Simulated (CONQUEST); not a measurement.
## Energy of Pd along an even scaling of the cell

System: Pd (Fm-3m, 2 atoms in the cell).
Method: Kohn-Sham DFT of a periodic cell, PBEsol, PseudoDojo NC PBEsol, no spin polarisation (CONQUEST 1.3).

The 7 runs differ only in the geometry, by an even scaling of the cell at fixed fractional positions. The structure derives from an entry of the Crystallography Open Database.

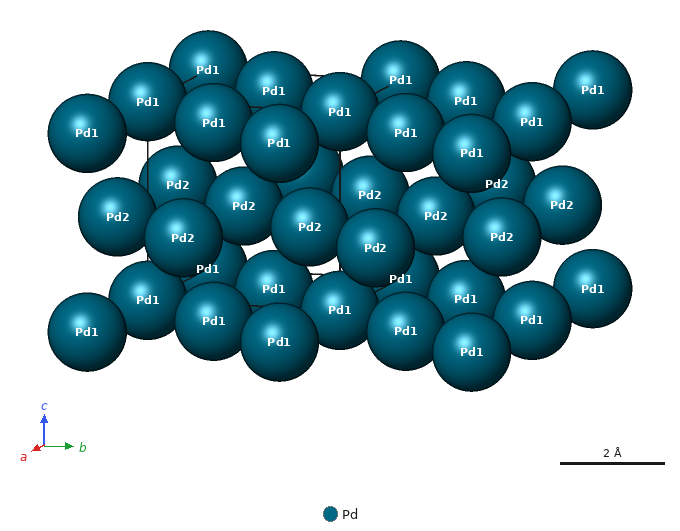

Figure 1. The structure of run 4 (spheres-only view of the cell 2 times as large as that of the calculation, set on its symmetry axes, repeated 2 × 2 × 1, seen slightly off an axis; atoms are numbered from 1 in the order of the input). An atom can appear more than once, as a periodic image.

## Input of run 4
```
IO.Title Pd
IO.Coordinates coords.dat
IO.FractionalAtomicCoords T
IO.Iprint 2
IO.Iprint_init 1
General.NumberOfSpecies 1
General.PseudopotentialType hamann
AtomMove.TypeOfRun static
AtomMove.FullStress T
Grid.PointsAlongX 32
Grid.PointsAlongY 32
Grid.PointsAlongZ 40
DM.SolutionMethod diagon
Diag.MPMesh T
Diag.GammaCentred T
Diag.MPMeshX 10
Diag.MPMeshY 10
Diag.MPMeshZ 7
Diag.kT 0.00183747
minE.SCTolerance 1e-6
SC.MaxIters 100
IO.AtomChargeOutput T
%block ChemicalSpeciesLabel
1 106.420 Pd
%endblock
```

Command:
```bash
OMP_NUM_THREADS=1 Conquest
```

Lattice vectors (Å) and fractional positions of run 4:
```
   2.752767    0.000000    0.000000
   0.000000    2.752767    0.000000
   0.000000    0.000000    3.893000
Pd  0.000000  0.000000  0.000000
Pd  0.500000  0.500000  0.500000
```

Run 3 has the same physical settings and fractional positions; its lattice vectors (Å) are:
```
   2.734291    0.000000    0.000000
   0.000000    2.734291    0.000000
   0.000000    0.000000    3.866872
```

## Results, with one run withheld

```csv
run,volume per atom (Å³),"free energy per atom, from the lowest run given (meV)",pressure (GPa)
1,13.865,33.73,13.73
2,14.160,13.57,8.37
3,14.455,?,?
4,14.750,0.00,−0.71
5,15.045,4.93,−4.58
6,15.340,16.54,−7.80
7,15.635,33.42,−10.47
```

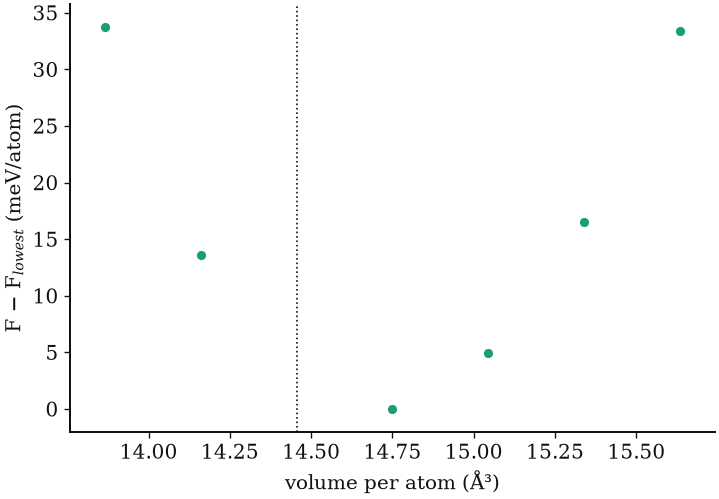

Figure 2. Free energy per atom of the runs given; the dotted line marks run 3.

Estimate the energy of run 3 from the others.

A cubic polynomial in V^(−2/3) (the Birch–Murnaghan form), fitted to the 6 runs given, misses them by at most 0.17 meV per atom. With x = V^(−2/3) − 0.16606 Å⁻², it reads F = 0.26618 − 915.34 x + 7.5214e+05 x² + 2.7315e+06 x³ (meV per atom). At run 3 it gives 2.61 meV per atom, and the run itself gives 2.58. The slope of the fit gives a pressure −dF/dV of 3.53 GPa there, and the run prints 3.56 GPa. The fit has its minimum at 14.697 Å³ per atom, where V d²F/dV² gives 204 GPa: the bulk modulus at this level, since symmetry fixes the shape and the positions.

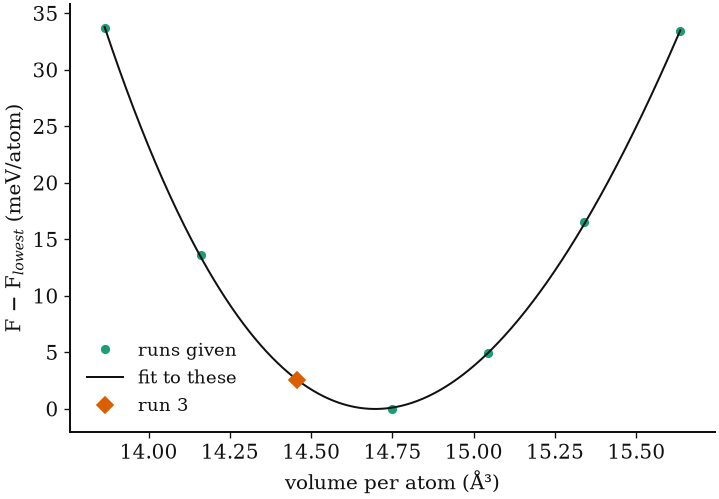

Figure 3. The fit and the withheld run.

## Some lines of the output (run 3)
```
[...]
          DFT Total Energy                 :      -270.755183761865908 Ha
          Free Energy (E-TS)               :      -270.791530683732105 Ha
          DFT Total Energy                 :      -270.787768361829023 Ha
          Free Energy (E-TS)               :      -270.790462042915124 Ha
          DFT Total Energy                 :      -270.789156450819405 Ha
          Free Energy (E-TS)               :      -270.790414199547229 Ha
          DFT Total Energy                 :      -270.789155247973383 Ha
          Free Energy (E-TS)               :      -270.790413767314647 Ha
          DFT Total Energy                 :      -270.789155859464927 Ha
          Free Energy (E-TS)               :      -270.790413631391800 Ha
          DFT Total Energy                 :      -270.789155764454449 Ha
      | Free Energy as E-TS      =      -270.790413631391800 Ha
      |* DFT total energy        =      -270.789155764454449 Ha
    force: Average pressure:      3.55755392 GPa
```

Notes: With a small basis of atomic orbitals these values can differ much from converged plane-wave results.
